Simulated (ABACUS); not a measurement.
Single-point calculation at one volume of an equation of state, with input and output: Si (part 2 of 2)

The same run, continued: Si (P6₃/mmc, 4 atoms in the cell); Kohn-Sham DFT of a periodic cell, PBE, PseudoDojo NC SR 0.4.1 PBE standard, no spin polarisation (ABACUS 3.10.1); cutoff 489.81 eV, 8×8×4 k-mesh, fermi-dirac of 0.05 eV. The structure derives from a Materials Project entry. It belongs to a series of runs on one base structure; here: volume scaled by 0.98.

Geometry of the input (Å; fractional positions):
```
3.8056  0.0000  0.0000
-1.9028  3.2957  0.0000
0.0000  0.0000  6.2901
Si 0.6667  0.3333  0.9370
Si 0.3333  0.6667  0.4370
Si 0.6667  0.3333  0.5630
Si 0.3333  0.6667  0.0630
```

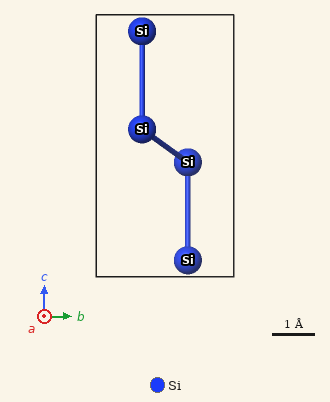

Fig. 1: The input geometry (ball-and-stick view of the cell of the calculation, along the a axis).

**Output, continued**
```
----------------------------------------------------------
     Energy           Rydberg                 eV
----------------------------------------------------------
 E_KohnSham     -33.8422075721       -460.4468558792
 E_Harris       -33.4050381858       -454.4988612350
 E_Fermi        0.4709465423         6.4075564280
----------------------------------------------------------

 PW ALGORITHM --------------- ION=   1  ELEC=   2--------------------------------

 Density error is 0.00980289028685
                          Error Threshold = 0.000727589977039
----------------------------------------------------------
     Energy           Rydberg                 eV
----------------------------------------------------------
 E_KohnSham     -33.8438802000       -460.4696131489
 E_Harris       -33.7095677341       -458.6421983001
 E_Fermi        0.4922004766         6.6967310399
----------------------------------------------------------

 PW ALGORITHM --------------- ION=   1  ELEC=   3--------------------------------

 Density error is 9.58531057668e-05
                          Error Threshold = 6.12680642928e-05
----------------------------------------------------------
     Energy           Rydberg                 eV
----------------------------------------------------------
 E_KohnSham     -33.8447664250       -460.4816708586
 E_Harris       -33.8461110332       -460.4999651928
 E_Fermi        0.5013982883         6.8218736884
----------------------------------------------------------

 PW ALGORITHM --------------- ION=   1  ELEC=   4--------------------------------

 Density error is 4.69082256812e-06
                          Error Threshold = 5.99081911043e-07
----------------------------------------------------------
     Energy           Rydberg                 eV
----------------------------------------------------------
 E_KohnSham     -33.8448266006       -460.4824895898
 E_Harris       -33.8414263973       -460.4362274509
 E_Fermi        0.5013387918         6.8210641970
----------------------------------------------------------

 PW ALGORITHM --------------- ION=   1  ELEC=   5--------------------------------

 Density error is 3.7033601736e-07
                          Error Threshold = 2.93176410507e-08
----------------------------------------------------------
     Energy           Rydberg                 eV
----------------------------------------------------------
 E_KohnSham     -33.8448277265       -460.4825049082
 E_Harris       -33.8450170405       -460.4850806573
 E_Fermi        0.5016549976         6.8253663974
----------------------------------------------------------

 PW ALGORITHM --------------- ION=   1  ELEC=   6--------------------------------

 Density error is 1.09064506015e-08
                          Error Threshold = 2.3146001085e-09
----------------------------------------------------------
     Energy           Rydberg                 eV
----------------------------------------------------------
 E_KohnSham     -33.8448278201       -460.4825061827
 E_Harris       -33.8448173185       -460.4823633012
 E_Fermi        0.5016665031         6.8255229378
----------------------------------------------------------

 PW ALGORITHM --------------- ION=   1  ELEC=   7--------------------------------

 Density error is 9.35779935218e-10
                          Error Threshold = 6.81653162591e-11
----------------------------------------------------------
     Energy           Rydberg                 eV
----------------------------------------------------------
 E_KohnSham     -33.8448278250       -460.4825062493
 E_KS(sigma->0) -33.8448191542       -460.4823882773
 E_Harris       -33.8448578925       -460.4829153386
 E_band         1.5009054221         20.4208658999
 E_one_elec     10.0654158673        136.9470085350
 E_Hartree      2.2072549466         30.0312442120
 E_xc           -12.4010359153       -168.7247495505
 E_Ewald        -33.7164453821       -458.7357735017
 E_entropy(-TS) -0.0000173416        -0.0002359441
 E_descf        0.0000000000         0.0000000000
 E_exx          0.0000000000         0.0000000000
 E_Fermi        0.5016728995         6.8256099656
----------------------------------------------------------

 charge density convergence is achieved
 final etot is -460.48250625 eV
 EFERMI = 6.8256099656 eV

 STATE ENERGY(eV) AND OCCUPATIONS    NSPIN == 1
 1/8 kpoint (Cartesian) = 0.0000 0.0000 0.0000 (1943 pws)
       1       -5.69473     0.00781250
       2       -3.36147     0.00781250
       3      -0.675498     0.00781250
       4        5.10060     0.00781250
       5        5.10060     0.00781250
       6        6.28788     0.00781233
       7        6.65215     0.00757657
       8        6.65215     0.00757657
       9        7.72617    1.17650e-10
      10        8.63511    1.49863e-18
      11        8.63511    1.49863e-18
      12        9.01250    7.90075e-22

 2/8 kpoint (Cartesian) = -0.032846 0.018964 0.0000 (1930 pws)
       1       -5.51018      0.0468750
       2       -3.17317      0.0468750
       3      -0.577902      0.0468750
       4        3.80888      0.0468750
       5        4.74597      0.0468750
       6        5.44673      0.0468750
       7        6.01027      0.0468750
       8        6.33154      0.0468726
       9        8.11599    2.90324e-13
      10        9.16266    2.35282e-22
      11        9.19043    1.35001e-22
      12        9.35262    5.26743e-24

 3/8 kpoint (Cartesian) = -0.065693 0.037928 0.0000 (1936 pws)
       1       -4.96853      0.0468750
       2       -2.61813      0.0468750
       3      -0.466752      0.0468750
       4        2.13814      0.0468750
       5        3.47471      0.0468750
       6        4.13630      0.0468750
       7        5.21879      0.0468750
       8        5.76096      0.0468750
       9        7.66866    2.22986e-09
      10        9.67735    7.96256e-27
      11        9.73443    2.54231e-27
      12        9.82494    4.16029e-28

 4/8 kpoint (Cartesian) = -0.098539 0.056891 0.0000 (1944 pws)
       1       -4.13285      0.0468750
       2       -1.75072      0.0468750
       3       -1.09951      0.0468750
       4        1.64052      0.0468750
       5        1.65664      0.0468750
       6        3.69043      0.0468750
       7        4.19565      0.0468750
       8        5.33535      0.0468750
       9        7.21621    1.89712e-05
      10        9.19782    1.16461e-22
      11        9.75349    1.73649e-27
      12        9.82282    4.33995e-28

 5/8 kpoint (Cartesian) = 0.13139 0.22757 0.0000 (1942 pws)
       1       -3.46749      0.0234375
       2       -1.88447      0.0234375
       3       -1.03650      0.0234375
       4       0.614949      0.0234375
       5        1.89086      0.0234375
       6        3.53312      0.0234375
       7        3.58743      0.0234375
       8        5.18420      0.0234375
       9        7.02460    0.000430011
      10        9.01704    2.16470e-21
      11        9.62684    1.09333e-26
      12        9.74587    1.01119e-27

 6/8 kpoint (Cartesian) = -0.032846 0.056891 0.0000 (1925 pws)
       1       -5.14642      0.0468750
       2       -2.80089      0.0468750
       3      -0.459271      0.0468750
       4        2.65679      0.0468750
       5        3.91023      0.0468750
       6        4.12085      0.0468750
       7        5.57608      0.0468750
       8        5.63053      0.0468750
       9        8.75032    8.97750e-19
      10        8.91824    3.12326e-20
      11        9.53732    1.31018e-25
      12        10.2715    5.50402e-32

[... levels at 2 further k points ...]

------------------------------------------------------------------------------------------
 TOTAL-FORCE (eV/Angstrom)
------------------------------------------------------------------------------------------
                       Si1         0.0000000000         0.0000000000        -0.0015273482
                       Si2         0.0000000000         0.0000000000        -0.0015273482
                       Si3         0.0000000000         0.0000000000         0.0015273482
                       Si4         0.0000000000         0.0000000000         0.0015273482
------------------------------------------------------------------------------------------

----------------------------------------------------------------
 TOTAL-STRESS (KBAR)
----------------------------------------------------------------
        33.3185230439         0.0000000005        -0.0000000000
         0.0000000005        33.3185230418         0.0000000000
        -0.0000000000        -0.0000000000        33.2395280823
----------------------------------------------------------------
 TOTAL-PRESSURE: 33.292191 KBAR

 --------------------------------------------
 !FINAL_ETOT_IS -460.4825062493187033 eV
 --------------------------------------------
```

**Standard output**
```
ABACUS v3.10.1

               Atomic-orbital Based Ab-initio Computation at UStc

 UNIFORM GRID DIM        : 27 * 27 * 45
 UNIFORM GRID DIM(BIG)   : 27 * 27 * 45
 ---------------------------------------------------------
 Self-consistent calculations for electrons
 ---------------------------------------------------------
 SPIN    KPOINTS         PROCESSORS  THREADS
 1       30              4           4
 ---------------------------------------------------------
 Use plane wave basis
 ---------------------------------------------------------
 ELEMENT NATOM       XC
 Si      4
 ---------------------------------------------------------
 Initial plane wave basis and FFT box
 ---------------------------------------------------------
 -------------------------------------------
 SELF-CONSISTENT :
 -------------------------------------------
 START CHARGE      : atomic
 ITER       ETOT/eV          EDIFF/eV         DRHO     TIME/s
 DA1     -4.60446856e+02   0.00000000e+00   1.1641e-01   0.92
 DA2     -4.60469613e+02  -2.27572697e-02   9.8029e-03   0.30
 DA3     -4.60481671e+02  -1.20577097e-02   9.5853e-05   0.39
 DA4     -4.60482490e+02  -8.18731130e-04   4.6908e-06   0.58
 DA5     -4.60482505e+02  -1.53184545e-05   3.7034e-07   0.47
 DA6     -4.60482506e+02  -1.27447343e-06   1.0906e-08   0.45
 DA7     -4.60482506e+02  -6.66311170e-08   9.3578e-10   0.50
----------------------------------------------------------------
 TOTAL-STRESS (KBAR)
----------------------------------------------------------------
        33.3185230439         0.0000000005        -0.0000000000
         0.0000000005        33.3185230418         0.0000000000
        -0.0000000000        -0.0000000000        33.2395280823
----------------------------------------------------------------
 TOTAL-PRESSURE: 33.292191 KBAR
```

**Summary**

| quantity | value |
| --- | --- |
| outcome | converged |
| space group (tolerance 0.01 Å) | P6₃/mmc (194) |
| electrons treated | 16 |
| free energy | −460.4825 eV |
| Fermi energy | 6.826 eV |
| gap on the k-point mesh | 0.37 eV |
| pressure | 3.33 GPa |
| largest force (length of the vector) | 0.002 eV/Å |
| wall time | 4.5 s (CPU time 18 s) |
| peak memory | 0.24 GiB |
